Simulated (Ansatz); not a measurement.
# Starting-point dependence of the GW gap of Zn3SbN3 (Cm), part 2 of 2

Aim: G0W0 for Zn3SbN3 (Cm) on several starting functionals, at one mesh, band count and screening cutoff.

Ansatz 0.2.0; G0W0 on several functionals, plane waves, PAW. Known limits of the many-body steps: not at the basis limit; d shell near the gap, gap tends to lie low; no spin-orbit coupling.

So far. Step 2 (G0W0 on PBE): The gap on the mesh goes from 1.43 eV to 2.18 eV, a correction of +0.75 eV. Between the two edge states, bare exchange in place of the xc potential would open the gap by 7.02 eV, and correlation takes back 6.26 eV.

In doubt: masses and optical values from hybrid runs of this build are listed as unsure (steps 3, 4), which bears on the screening that GW takes from such a start.

## 3. G0W0 on HSE06

One-shot GW remembers its start. Another functional's orbitals and levels show by how much.

This step: G0W0 on HSE06, plane waves, PAW; PAW set soft_1.

Input file input.yaml:

```yaml
crystal:
  lattice:
    - [3.3938895471, -3.283248115, 0.0]
    - [3.3938895471, 3.283248115, 0.0]
    - [-3.2155964401, 0.0, 4.5561292986]
  atoms:
    - { symbol: Zn, position: [0.64265811, 0.64265811, 0.11808447] }
    - { symbol: Zn, position: [0.75601403, 0.31486041, 0.51982585] }
    - { symbol: Zn, position: [0.31486041, 0.75601403, 0.51982585] }
    - { symbol: Sb, position: [0.06050886, 0.06050886, 0.00241463] }
    - { symbol: "N", position: [0.41103526, 0.94206134, 0.29988336] }
    - { symbol: "N", position: [0.94206134, 0.41103526, 0.29988336] }
    - { symbol: "N", position: [0.698722, 0.698722, 0.81219049] }
kpoints:
  mp_grid: { grid: [4, 4, 4] }
hamiltonian:
  xc: hse06
  pseudopotentials: { kind: paw, azcp: { folder: soft_1 } }
scf:
  occupations: { method: fixed }
gw:
  n_empty_bands: 804
  ecut_chi: 230.0
  qp_bands: [v2, c2]
  qp_kpoints: band_edges
  screening: { model: contour_deformation }
```

Started as:

```bash
$ ansatz run input.yaml --threads 2 --pin off --max-ram 92160MiB --backend cuda --events-out ev --progress --plain --runs-dir out --devices 1 --max-vram 13GiB
```

Numbers of over 12 decimals in the logs are rounded to 6 here.

Log:

```text
GPUs: using 1 of 1 available (devices: 1).
[...]
davidson cushion auto → on  (no smearing: the cushion is to keep the highest requested band from converging to the state above it; pin scf.eigensolver.cushion to override)
[...]
GPU FFT provider: cuFFT
GPU libraries: cuBLAS 13.8.2, cuFFT 12.4.0, cuSOLVER 12.3.4
Crystal: 7 atoms, lattice volume = 101.538 Å³
Basis set: ecut = 420 eV, 1987 PW (Γ)
Bands: 40, of which v1, the nominal top of the filled ones, is band 33 counted from 1 (32 counted from 0)
Symmetry: 2 space group operations
[...]
k-points: 24 of 64 (time reversal used)
[...]
GPU buffer pool allocated for 40960 grid points (all kernels)
[...]
SCF iter   1: F=—  HF=-17594.545049 eV  |F-HF|=—  |Δ(HF+E_count)|=         —  Δρ=7.87e-2  dr2=7.49e0  ethr=1.00e-1  ⟨swp⟩=6.4  Hψ=3224  notcnv=0
[...]
SCF iter   7: F=-17592.780156 eV  HF=-17592.780142 eV  |F-HF|=1.37e-5  |Δ(HF+E_count)|=   2.62e-4  Δρ=4.50e-4  dr2=1.07e-4  ethr=2.87e-6  ⟨swp⟩=3.0  Hψ=2237  notcnv=0
SCF 1 stopped early in 7 iterations: F = -17592.780156 eV  dr2 = 1.07e-4
[...]
GPU FFT provider: cuFFT
GPU libraries: cuBLAS 13.8.2, cuFFT 12.4.0, cuSOLVER 12.3.4
[...]
GPU buffer pool allocated for 40960 grid points (all kernels)
[...]
Free energy (F): -17596.533149 eV
Frozen-core exchange: fock
[...]
Internal energy: -17596.533149 eV  (E = F + TS)
E sigma→0 (E₀):  -17596.533149 eV
Fermi energy:    7.817255 eV
[...]
--- Band table (eV; the first three rows and the last of 24) ---
  k-point 0: bands = [... 29 lower, 4.9980, 6.4694, 6.7664, 7.1539, 11.1381, 12.1199, 13.0454]
  k-point 1: bands = [... 29 lower, 5.5377, 6.4399, 6.7368, 7.6442, 10.2171, 12.2756, 12.5917]
  k-point 2: bands = [... 29 lower, 6.0891, 6.2468, 6.5134, 7.6184, 10.6575, 11.4803, 11.7825]
  k-point 23: bands = [... 29 lower, 6.4249, 6.6978, 7.0612, 7.5773, 12.1595, 12.9839, 13.7081]
  guard bands above this table: 4 of the run's 40 bands. The solve was not asked for them (output.publish_guard_bands: true or output.eigenvalues: true publishes all)
[...]
0    32      6.7664   -24.0226     3.0366   -20.8085  0.7637     6.5884     6.5888  root
     0    33      7.1539   -23.8547     2.8384   -20.8144  0.7702     6.9514     6.9519  root
     0    34     11.1381    -9.8318    -3.6704   -13.5438  0.8096    11.1797    11.1797  root
     0    35     12.1199   -11.7993    -3.6451   -15.5220  0.7971    12.1977    12.1976  root
     1    32      6.7368   -24.0419     3.0632   -20.8129  0.7622     6.5707     6.5711  root
     1    33      7.6442   -22.4677     2.3381   -19.8917  0.7755     7.4057     7.4064  root
     1    34     10.2171   -10.3241    -3.4277   -13.7997  0.8126    10.2650    10.2650  root
     1    35     12.2756    -9.6683    -3.9849   -13.7011  0.7969    12.3235    12.3234  root
[...]
23    32      7.0612   -25.3413     3.2436   -21.9557  0.7624     6.9189     6.9192  root
    23    33      7.5773   -24.7876     3.0425   -21.6177  0.7619     7.4498     7.4500  root
    23    34     12.1595    -8.3157    -4.0097   -12.2958  0.8011    12.1300    12.1300  root
    23    35     12.9839    -9.3719    -4.1452   -13.5482  0.7862    13.0149    13.0149  root
```

It took 4.1 min on 1 × NVIDIA H100 80GB HBM3 (shared by 6 runs) with 2 threads of AMD EPYC 7R13 (Zen 3), shared host; peak memory 4.9 GiB.

Numbers from this step:

| Quantity | Value |
| --- | --- |
| bands summed | 837 |
| RPA ε∞ on this mesh (eigenvalues) | 5.265, 5.754, 5.766 |
| plane waves in the screening matrix | 787 |
| q-points in the mesh | 64 |
| G0W0 gap on the mesh | 2.675 eV |
| k of the valence top | 0.25, -0.25, 0 |
| k of the conduction bottom | 0, 0, 0.25 |
| starting gap on the mesh | 2.400 eV |
| Z at the valence top | 0.7749 |
| Z at the conduction bottom | 0.8126 |
| least direct G0W0 gap on the computed points | 2.859 eV |

Against the run with 4×4×4 mesh, 804 empty bands, screening to 230 eV, PAW set soft_1 files on PBE, the gap moves by +0.49 eV, while the start moved by +0.97 eV.

## 4. G0W0 on PBE0

This step: G0W0 on PBE0, plane waves, PAW; PAW set soft_1.

input.yaml: that of step 3 with these lines changed.

```diff
@@ -16,3 +16,3 @@
 hamiltonian:
-  xc: hse06
+  xc: pbe0
   pseudopotentials: { kind: paw, azcp: { folder: soft_1 } }
```

Log:

```text
GPUs: using 1 of 1 available (devices: 1).
[...]
GPU FFT provider: cuFFT
GPU libraries: cuBLAS 13.8.2, cuFFT 12.4.0, cuSOLVER 12.3.4
Crystal: 7 atoms, lattice volume = 101.538 Å³
Basis set: ecut = 420 eV, 1987 PW (Γ)
Bands: 40, of which v1, the nominal top of the filled ones, is band 33 counted from 1 (32 counted from 0)
Symmetry: 2 space group operations
[...]
k-points: 24 of 64 (time reversal used)
[...]
1    34     10.5378   -10.2935    -3.3608   -13.4663  0.8252    10.3501    10.3498  root
     1    35     12.6384    -9.6457    -3.8808   -13.3205  0.8115    12.4328    12.4324  root
[...]
23    32      6.6777   -25.3315     3.1134   -22.3283  0.7772     6.7877     6.7879  root
    23    33      7.1975   -24.7818     2.9189   -21.9908  0.7766     7.3252     7.3254  root
    23    34     12.5035    -8.2760    -3.9093   -11.9166  0.8153    12.2355    12.2348  root
    23    35     13.3505    -9.3512    -4.0290   -13.1645  0.8026    13.1353    13.1347  root
[key lines of the parts left out:]
Free energy (F): -17596.147893 eV
Fermi energy:    7.453061 eV
```

The job ended after 5.3 min (1 × NVIDIA H100 80GB HBM3 (shared by 6 runs) with 2 threads; peak memory 4.9 GiB).

This step gave:

- bands summed: 837
- RPA ε∞ on this mesh (eigenvalues): 4.798, 5.180, 5.204
- plane waves in the screening matrix: 787
- G0W0 gap on the mesh: 2.872 eV
- k of the valence top: 0.25, -0.25, 0
- k of the conduction bottom: 0, 0, 0.25
- starting gap on the mesh: 3.085 eV
- least direct G0W0 gap on the computed points: 3.053 eV

Against the run with 4×4×4 mesh, 804 empty bands, screening to 230 eV, PAW set soft_1 files on HSE06, the gap moves by +0.20 eV, while the start moved by +0.68 eV.

## 5. The starts together

All on the 4×4×4 mesh with 804 empty bands and screening to 230 eV. Times are wall times on 1 × NVIDIA H100 80GB HBM3 (shared by 6 runs) with 2 threads of AMD EPYC 7R13 (Zen 3), shared host, good to a factor of about two.

```csv
start,starting gap (eV),shift (eV),G0W0 gap (eV),RPA ε∞ (harmonic mean),"Z (valence, conduction)",time
PBE,1.43,+0.75,2.18,7.78,"0.74, 0.78",2.4 min
HSE06,2.40,+0.27,2.67,5.58,"0.77, 0.81",4.1 min
PBE0,3.08,−0.21,2.87,5.05,"0.79, 0.83",5.3 min
```

The parts of the quasiparticle energy at the two band edges (eV; QP = start + Σx + Σc − Vxc):

| run | edge | start | Σx | Σc | Vxc | Z | QP |
| --- | --- | --- | --- | --- | --- | --- | --- |
| PBE | valence top | 8.56 | -24.69 | 2.97 | -21.01 | 0.74 | 7.86 |
| PBE | conduction bottom | 9.99 | -11.60 | -3.29 | -14.94 | 0.78 | 10.04 |
| HSE06 | valence top | 7.82 | -23.21 | 2.45 | -20.53 | 0.77 | 7.59 |
| HSE06 | conduction bottom | 10.22 | -10.32 | -3.43 | -13.80 | 0.81 | 10.27 |
| PBE0 | valence top | 7.45 | -23.19 | 2.34 | -20.87 | 0.79 | 7.48 |
| PBE0 | conduction bottom | 10.54 | -10.29 | -3.36 | -13.47 | 0.83 | 10.35 |

For a hybrid start, Vxc holds its share of exact exchange.

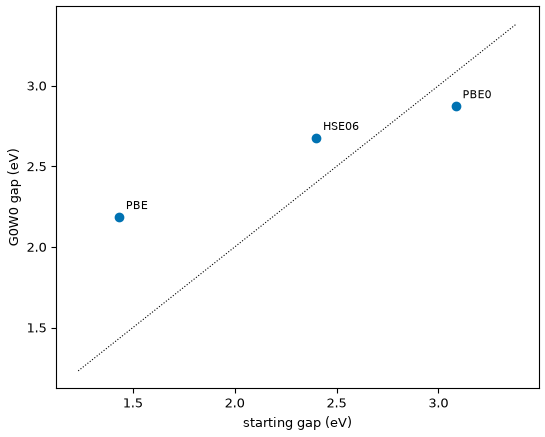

G0W0 gap against starting gap; on the dotted line the correction would vanish.

## 6. Summary of results

```yaml
g0w0_pbe: 2.18 eV (start 1.43 eV)
g0w0_hse06: 2.67 eV (start 2.40 eV)
g0w0_pbe0: 2.87 eV (start 3.08 eV)
known_limits: not at the basis limit; d shell near the gap, gap tends to lie low; no spin-orbit coupling
```

**Reading.** The starting gaps span 1.65 eV and the G0W0 gaps 0.69 eV. Between PBE and PBE0, 0.69 eV of the 1.65 eV survives, 42 %. PBE0 screens less than PBE (ε∞ 5.05 against 7.78). Of the 0.69 eV by which its G0W0 gap is higher, the correlation part gives +0.56 eV, and exchange with the one-particle terms, which follow the orbitals, +0.13 eV. On PBE0 the correction is negative: that start lies above its own G0W0 value. The smallest correction, −0.21 eV, is on PBE0, the start nearest to reproducing itself, though another is as near within the errors. Bands and cutoff are finite, so the gap is not at the basis limit. The miss can reach some tenths of an eV and take either sign; the mesh is an error of its own. The program warns that the mesh is coarse for exact exchange, which bears on the hybrid start's gap. A d shell, filled or nearly so, lies near the gap. One-shot GW converges very slowly in bands there, not always from below, and on a semilocal start the gap tends to come out low; starts rich in exact exchange can overshoot instead. The many-body steps are scalar-relativistic: spin-orbit coupling is not in them.

[Paths, hosts, dates, memory and timing lines, banners, echoed tables and standing remarks are left out of the program output.]

[Logs are printed without paths, hosts, clocks, repeated set-up lines and the standing remarks that a program may print on its own settings, such as how far it seeks lower states.]

[Runs of the session that timed out or met a known fault of the program may be left out.]

[Cells called generated may have been cut or substituted from an entry of the Crystallography Open Database or the Materials Project.]

[Hosts, paths, dates, database ids (printed as entryN), source tags and the programs' standing remarks are cut or masked in the printed files.]
